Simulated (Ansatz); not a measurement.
**Single-point calculation, with input and output: NiGe**

The run: single-point calculation of NiGe (R-3m, 2 atoms in the cell). Method and program: DFT r2SCAN, scalar-relativistic, plane waves, PAW, no spin polarisation (Ansatz 0.2.0).

The structure was built on a prototype by a generator; it need not be a known phase. It belongs to a series of runs on one base structure; here: no spin polarisation. Figures and captions count atoms from 1; the log counts them from 0 in places.

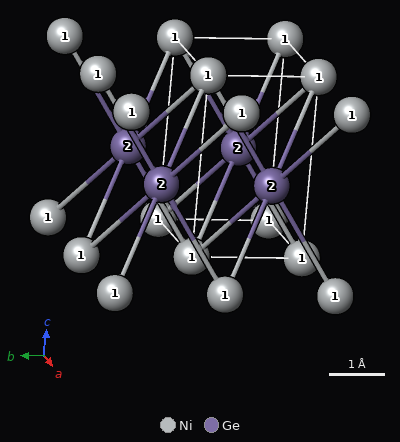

The structure as given in the input (ball-and-stick view of the reduced cell, repeated 2 × 2 × 1, seen slightly off an axis; atoms are numbered from 1 in the order of the input). An atom can appear more than once, as a periodic image. Near neighbours in the periodic cell (some may lie outside the picture): Ni has 6 Ge at 2.48 Å; Ge has 6 Ni at 2.48 Å.

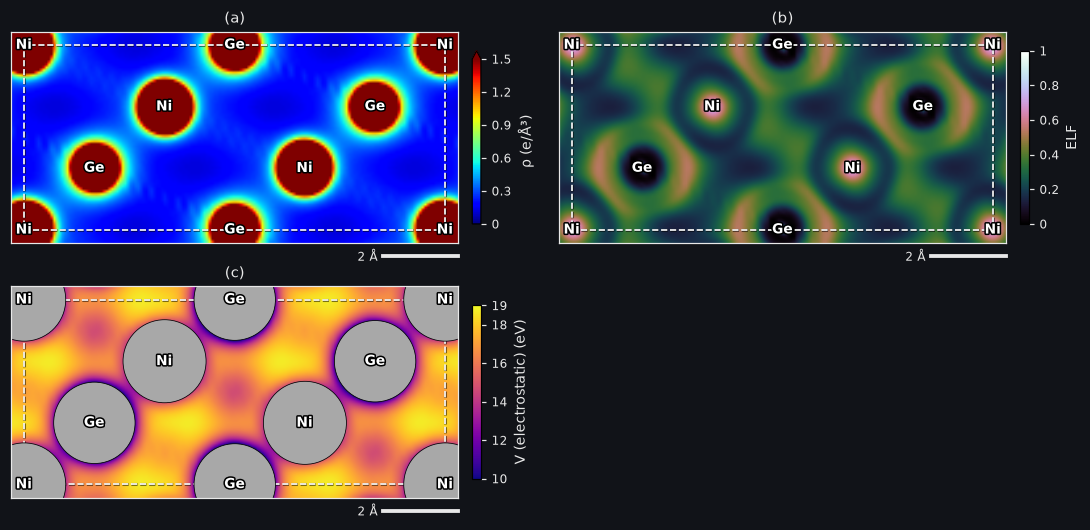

(a) valence electron density; (b) electron localisation function; (c) electrostatic potential (local pseudopotential plus Hartree) felt by an electron on the (110) plane of the conventional cell. Grey discs, where drawn, cover atomic cores. The section cuts through Ni and Ge sites. Away from the nuclei the density in this plane falls to 0.12 e/Å³ at its lowest. The strong features right at Ni lie inside the PAW spheres (semicore, d or f shells) and say nothing about bonding. Outside the cores the potential energy rises away from the atoms and is highest about 1.8 Å from the nearest atoms; outside the discs it spans about 8 eV, and its zero is arbitrary. Core electrons are frozen (PAW), so the fields are smoothed inside the atomic spheres.

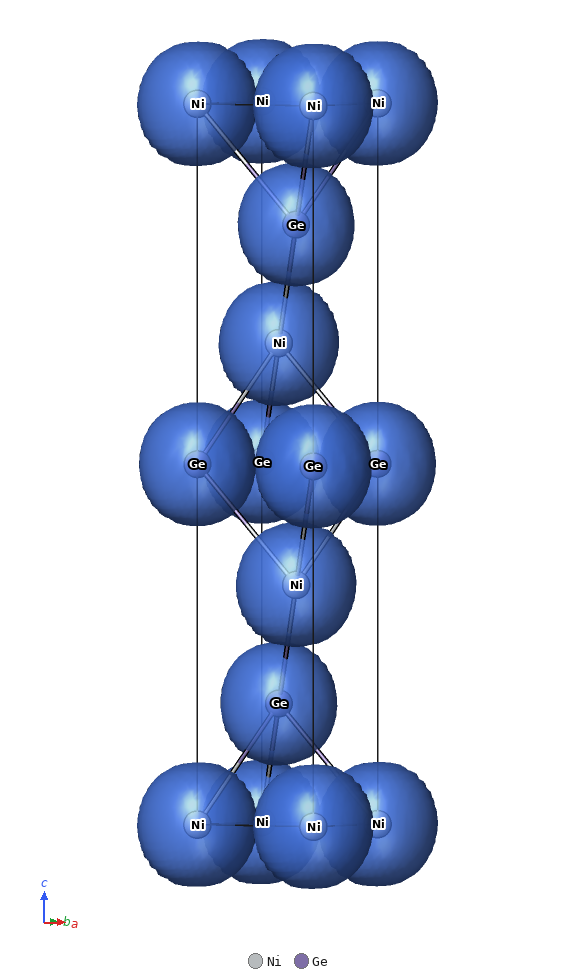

Isosurface of the valence electron density at 0.5 e/Å³ (blue), seen at an oblique angle. Sticks mark near contacts. The outline is the cell set on symmetry axes. At this value the density breaks into separate islands; it holds about 85 % of the electrons treated as valence (semicore included). It is pinched off along the Ni–Ge (2.48 Å) contacts. On the grid the lowest density along these lines, outside the cores, is 0.38 e/Å³ (Ni–Ge, 2.48 Å).

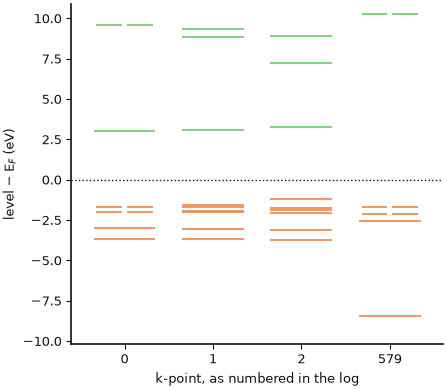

Kohn–Sham levels near the Fermi level (dotted) at the few k-points that the log prints; levels within 0.02 eV of each other stand side by side. The system is metallic on the full mesh.

The input and output of the run follow.

**Input**
```yaml
crystal:
  lattice:
    - [1.4835573452, 1.4835573452, 3.4858559201]
    - [1.4835573452, 3.4858559201, 1.4835573452]
    - [3.4858559201, 1.4835573452, 1.4835573452]
  atoms:
    - { symbol: Ni, position: [0.0, 0.0, 0.0] }
    - { symbol: Ge, position: [0.5, 0.5, 0.5] }
basis:
  ecutwfc: 500
kpoints:
  mp_grid: { grid: [18, 18, 18] }
hamiltonian:
  xc: r2scan
scf:
  occupations: { method: gaussian, width: 0.1 }
  lower_state_search: "off"
output:
  forces: true
  stress: true
  eigenvalues: true
  write_density: true
  write_potential: true
  elf: true
  volumetric_format: npy
```

Command:
```bash
ansatz run input.yaml --threads 1 --pin off --max-ram 2560MiB --backend cpu --events-out ev --progress --plain --runs-dir out
```

**Log**
```
basis.fft_grid_basis auto: the FFT boxes are laid along the combinations [[1, -1, 0], [0, 1, 0], [0, -1, 1]] of the cell's own vectors, 2.832, 4.069 and 2.832 Å long. The dense box has 24×30×24 points. Along the cell's own vectors, as sized, it would have 30×30×30, 1.56 times as many. Of the 12 symmetry operations that the crystal satisfies within crystal.symmetry.tolerance (time reversal apart; of a slab, those that keep its plane) the dense box along the cell's own vectors carries 12, and the one as laid loses 8 of those. basis.fft_grid_basis: typed keeps the cell's own vectors: state it where this run's energies or levels are differenced outside the engine with another run's, or held beside a run that keeps those vectors. Those combinations have planes normal to reciprocal vector 3, as the cell's own vectors have. Each planar average written beside output.write_density, output.write_potential has a row for each plane of the box: 24. The volumetric files lie along those combinations, not along the cell's own vectors: a cube or XSF file states them, and fields.json those of NumPy files.
Engine: ansatz 0.2.0, x86_64-unknown-linux-gnu
Pseudopotentials: kind: paw
Pseudopotential: Ni, paw, valence charge 18, recommended cutoff 500 eV (meta_gga), Ni.paw.azcp
Pseudopotential: Ge, paw, valence charge 14, recommended cutoff 500 eV (meta_gga), Ge.paw.azcp
Functional definition: r2SCAN
  parameter k0 = 0.174
  parameter k1 = 0.065
  parameter a1 = 4.9479
  exchange = r2scan_x(k0 = k0, k1 = k1, a1 = a1)
  correlation = r2scan_c
Crystal: 2 atoms, lattice volume = 25.871 Å³
Basis set: ecut = 500 eV, 661 PW (Γ), FFT grids on a1−a2, a2, −a2+a3, exchange–correlation on 96×120×96 points (64 copies of the dense FFT grid, shifted against one another)
Bands: 20, of which v1, the nominal top of the filled ones, is band 16 counted from 1 (15 counted from 0)
Symmetry: 12 space group operations
Space group: R-3m (ITA 166), of the structure as read, at distance tolerance 3.0e-5 Å
k-points: 580 of 5832
Non-local potential: Ni, projectors of the file, l = 0: 3, l = 1: 2, l = 2: 3, l = 3: 1
Non-local potential: Ge, projectors of the file, l = 0: 2, l = 1: 2, l = 2: 3, l = 3: 1
PAW form: soft (Blöchl's): semilocal exchange-correlation on the pseudo side does not see the compensation charge
PAW frozen core: Ni, regenerated for the run's functional (the file was generated under x = pbe(κ = 0.804, μ = 0.2195149727645171), c = pbe(β = 0.06672455060314922))
PAW frozen core: Ge, regenerated for the run's functional (the file was generated under x = pbe(κ = 0.804, μ = 0.2195149727645171), c = pbe(β = 0.06672455060314922))
PAW one-centre angular grid: Ni, 590 points (default); XC on 160 Gauss nodes
PAW one-centre angular grid: Ge, 590 points (default); XC on 160 Gauss nodes
Initial density: superposition of atomic densities (neutral atoms: chi_scale 0, normalization atom), corrected by the library's trained network
Initial wavefunctions: pseudopotential atomic-orbital guess
Functional: x = r2scan, c = r2scan; τ floored in thin density (d = 2e-4 eV/Å³)
SCF iter   1: F=-10148.083534 eV  HF=-10148.130354 eV  |F-HF|=4.68e-2  |Δ(HF+E_count)|=         —  Δρ=2.94e-2  dr2=1.59e-1  dr2_τ=4.66e-2  ethr=1.77e-3  ⟨swp⟩=4.6  Hψ=47161  notcnv=0
preconditioner: auto → Kerker (q_TF=auto, 2.827 Å⁻¹)  [metal: Δε(μ)=0.005 eV  Ē_g=18.701 eV  σ=0.100 eV  W_gap=0.03  n_scr=14 (ndim 8)  ℏωp=35.8 eV  f_vac=0.000  D(μ)=1.43/eV (n_scr^D=14)]
SCF iter   2: F=-10148.120690 eV  HF=-10148.207119 eV  |F-HF|=8.64e-2  |Δ(HF+E_count)|=   7.68e-2  Δρ=2.14e-2  dr2=6.76e-2  dr2_τ=9.86e-4  ethr=4.97e-4  ⟨swp⟩=2.3  Hψ=24462  notcnv=0  defer=10
SCF iter   3: F=-10148.185238 eV  HF=-10148.197027 eV  |F-HF|=1.18e-2  |Δ(HF+E_count)|=   1.01e-2  Δρ=9.54e-3  dr2=1.71e-2  dr2_τ=7.04e-5  ethr=2.11e-4  ⟨swp⟩=2.0  Hψ=19195  notcnv=0  defer=10
SCF iter   4: F=-10148.195438 eV  HF=-10148.195216 eV  |F-HF|=2.23e-4  |Δ(HF+E_count)|=   1.81e-3  Δρ=1.89e-3  dr2=4.85e-4  dr2_τ=2.56e-5  ethr=5.35e-5  ⟨swp⟩=1.0  Hψ=16311  notcnv=0  defer=10
SCF iter   5: F=-10148.195346 eV  HF=-10148.195460 eV  |F-HF|=1.14e-4  |Δ(HF+E_count)|=   2.45e-4  Δρ=1.74e-3  dr2=5.08e-4  dr2_τ=3.34e-6  ethr=1.51e-6  ⟨swp⟩=2.3  Hψ=23505  notcnv=0  defer=10
SCF iter   6: F=-10148.195560 eV  HF=-10148.195612 eV  |F-HF|=5.20e-5  |Δ(HF+E_count)|=   1.52e-4  Δρ=8.94e-4  dr2=1.38e-4  dr2_τ=6.05e-7  ethr=1.51e-6  ⟨swp⟩=2.0  Hψ=17797  notcnv=0  defer=10
SCF iter   7: F=-10148.195620 eV  HF=-10148.195629 eV  |F-HF|=8.58e-6  |Δ(HF+E_count)|=   1.65e-5  Δρ=3.38e-4  dr2=2.08e-5  dr2_τ=3.02e-7  ethr=4.30e-7  ⟨swp⟩=2.1  Hψ=16301  notcnv=0  defer=10
SCF iter   8: F=-10148.195627 eV  HF=-10148.195627 eV  |F-HF|=8.13e-8  |Δ(HF+E_count)|=   1.68e-6  Δρ=4.81e-5  dr2=5.78e-7  dr2_τ=3.84e-9  ethr=6.51e-8  ⟨swp⟩=2.5  Hψ=15279  notcnv=0  defer=10
SCF iter   9: F=-10148.195627 eV  HF=-10148.195627 eV  |F-HF|=1.80e-8  |Δ(HF+E_count)|=   3.21e-7  Δρ=1.64e-5  dr2=5.04e-8  dr2_τ=4.71e-10  ethr=3.13e-10  ⟨swp⟩=9.2  Hψ=88180  notcnv=0
SCF 1 converged in 9 iterations: F = -10148.195627 eV  dr2 = 5.04e-8
  Residual-converged pass: ⟨swp⟩=1.0  Hψ=13924  notcnv=0  max |occ|·‖R‖ = 7.0e-9 eV (tolerance 1.0e-8 eV)  dr2=5.04e-8  dr2_τ=4.71e-10  dr2_onsite=9.62e-9  max |Δocc| = 2.6e-10
  greatest PAW one-centre occupation: 1.002 electrons in one spin orbital (limit 2), on the Ni atom at site 0 (counted from 0), in its partial waves of l = 1
SCF converged after 9 iterations
Free energy (F): -10148.195627 eV
Harris-Foulkes:  -10148.195627 eV  (|F-HF|=1.80e-8)
Internal energy: -10148.188131 eV  (E = F + TS)
E sigma→0 (E₀):  -10148.191879 eV
Entropy (-TS):   -0.007497 eV (-3.748 meV/atom)
Fermi energy:    16.157960 eV
--- Per-component energies (eV) ---
  E_band       = -398.130657
  E_kinetic    = 397.207381
  E_local      = -5663.364605  (includes V_loc(G=0)·N_el)
  E_nonlocal   = 1066.185192
  E_hartree    = 2435.707771
  E_xc         = -148.454379
  E_vxc        = -185.870752  (∫ρ·V_xc dr)
  E_paw        = -3683.803127  (= ΣΔE_a)
  E_vpaw       = -896.267959  (= ΣTr[D̂ρ^β])
  E_aug_tail   = 0.000258  (compensation charges beyond the density's cutoff)
  E_vtau       = 12.581423  (kinetic-family band-sum trace: ∫τ·v_τ [+ j·A + Jᵃ·Aᵃ] dr)
  E_ewald      = -4550.280788
  E_core_change = -1.385834  (= ΣΔE_core)
  E_smearing   = -0.007497  (= −TS)
  E_closure    = -0.000000  (closes the sum)
  Σ components = -10148.195627   (vs F -10148.195627, Δ=0.00e0)
--- Forces (eV/Å), atoms counted from 1 ---
  atom   1  Ni     0.00000000     0.00000000    -0.00000000
  atom   2  Ge     0.00000000    -0.00000000     0.00000000
  max |Σ_I F_I| component: 2.67e-29 eV/Å
--- Stress (GPa, compression-positive) ---
        0.002636      -0.001064      -0.001064
       -0.001064       0.002636      -0.001064
       -0.001064      -0.001064       0.002636
  P = ⅓ Tr σ = 0.0026 GPa (0.026 kbar)
--- Band table (eV; the first three rows and the last of 580) ---
  k-point 0: bands = ["-90.7294", "-49.8626", "-49.5566", "-49.5566", "-9.3856", "-9.3856", "-9.2983", "-9.2191", "-9.2191", "1.9009", "12.4867", "13.1803", "14.1806", "14.1806", "14.4704", "14.4704", "19.1687", "25.7217", "25.7217", "32.1430"]
  k-point 1: bands = ["-90.7293", "-49.8624", "-49.5579", "-49.5569", "-9.3866", "-9.3811", "-9.2952", "-9.2217", "-9.2196", "1.9855", "12.4875", "13.1184", "14.1620", "14.2095", "14.4519", "14.6171", "19.2265", "25.0158", "25.5286", "30.6329"]
  k-point 2: bands = ["-90.7290", "-49.8620", "-49.5614", "-49.5578", "-9.3899", "-9.3679", "-9.2859", "-9.2291", "-9.2211", "2.2393", "12.4547", "13.0521", "14.0854", "14.2938", "14.3983", "14.9767", "19.4107", "23.3708", "25.0567", "29.4686"]
  k-point 579: bands = ["-90.7294", "-49.8634", "-49.5567", "-49.5567", "-9.3840", "-9.3840", "-9.2896", "-9.2145", "-9.2145", "3.2467", "7.7220", "13.5778", "14.0664", "14.0664", "14.4709", "14.4709", "26.4509", "26.4509", "28.8398", "30.2031"]
```

**Key numbers**

```csv
quantity,value
outcome,converged
space group (tolerance 0.01 Å),R-3m (166)
electrons treated,32
free energy,−10148.1956 eV
Fermi energy,16.158 eV
gap on the k-point mesh,none (metallic)
pressure,0.00 GPa
largest force (length of the vector),under 0.001 eV/Å
hardware,"1 thread of Intel Xeon @ 2.50GHz (Skylake/Cascade Lake), 192 GiB of memory available, shared host"
wall time,77 s
peak memory,0.71 GiB
```

The run has no spin polarisation, so a magnetic state may lie lower.
